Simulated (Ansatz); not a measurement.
BN: several calculations on one system

### One mode

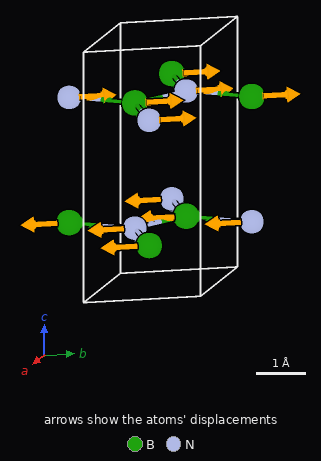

One vibrational mode of a crystal of BN relaxed at 18 GPa at the zone centre. The orange arrows give the relative displacements of the atoms. The picture is a ball-and-stick view of the cell of the calculation, seen slightly off an axis.

Method: Ansatz 0.2.0, DFT PBE+D3(BJ), scalar-relativistic, plane waves, PAW.

Input
```yaml
crystal:
  lattice:
    - [2.4760794818, 0.0, 0.0]
    - [-1.2380397409, 2.144347733, 0.0]
    - [0.0, 0.0, 5.364859054]
  atoms:
    - { symbol: B, position: [0.3333333333, 0.6666666667, 0.25] }
    - { symbol: B, position: [0.6666666667, 0.3333333333, 0.75] }
    - { symbol: "N", position: [0.3333333333, 0.6666666667, 0.75] }
    - { symbol: "N", position: [0.6666666667, 0.3333333333, 0.25] }
basis:
  ecutwfc: 420
kpoints:
  mp_grid: { grid: [12, 12, 4] }
hamiltonian:
  xc: pbe
  dispersion: d3bj
scf:
  occupations: { method: fixed }
output:
  eigenvalues: true
phonons:
  method: dfpt
  dielectric: true
  rigid_motions: translations
  eigenvectors: true
```

Launched with:
```bash
ansatz run input.yaml --threads 1 --pin off --max-ram 3072MiB --backend cpu --events-out ev --progress --plain --runs-dir out
```

Frequencies are those without the non-analytic (LO–TO) term.

What mode is this, and where does it lie in the spectrum?

This is the E₂g mode (doubly degenerate; one member of the set is drawn) at 122 cm⁻¹, the lowest optical level, Raman-active by symmetry. All motion is along b; whole layers move rigidly against one another; the kinetic energy is shared as N 56 %, B 44 %.

### Softest mode

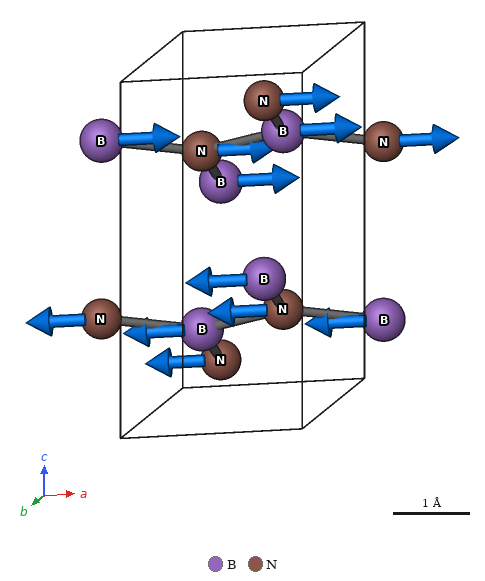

The lowest optical mode of solid BN relaxed at 35 GPa, space group P6₃/mmc (No. 194), at the zone centre. Displacements are drawn as blue arrows; their common scale and sign are arbitrary. The picture is a ball-and-stick view of the cell of the calculation, seen from a free direction.

All numbers below come from DFT PBE+D3(BJ), scalar-relativistic, plane waves, PAW (Ansatz 0.2.0). Settings: plane-wave cutoff 420 eV; k-point mesh 12 × 12 × 6; occupations fixed; target pressure 35 GPa; no spin polarisation.

Frequencies are those without the non-analytic (LO–TO) term.

Question: Is the structure stable against all modes at this point?

Answer: Yes: this softest mode has a real frequency, and so have all others here. That speaks for this wave vector alone: the rest of the zone wasn't checked in this run. This is the E₂g mode (doubly degenerate; one member of the set is drawn) at 20.2 meV, the lowest optical level, Raman-active by symmetry. All motion is along a; whole layers move rigidly against one another; the kinetic energy is shared as N 55 %, B 45 %.

### Softest mode

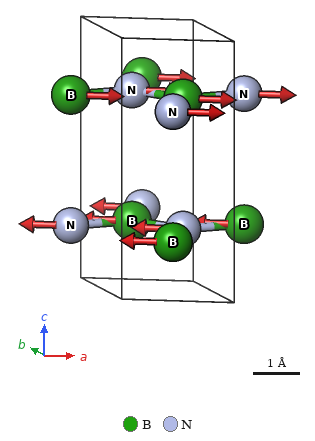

The lowest optical mode of a crystal of BN relaxed at 7 GPa, space group P6₃/mmc (No. 194), at the zone centre. The red arrows give the relative displacements of the atoms. The picture is a ball-and-stick view of the cell of the calculation, seen slightly off an axis.

Computed with DFT PBE+D3(BJ), scalar-relativistic, plane waves, PAW in Ansatz. Set-up: plane-wave cutoff 420 eV; k-point mesh 12 × 12 × 4; occupations fixed; target pressure 7 GPa; no spin polarisation.

Frequencies are those without the non-analytic (LO–TO) term.

Is the structure stable against all modes at this point?

Yes: this softest mode has a real frequency, and so have all others here. That speaks for this wave vector alone: the rest of the zone wasn't checked in this run. This is the E₂g mode (doubly degenerate; one member of the set is drawn) at 84 cm⁻¹, the lowest optical level, Raman-active by symmetry. All motion is along a; whole layers move rigidly against one another; the kinetic energy is shared as N 56 %, B 44 %.
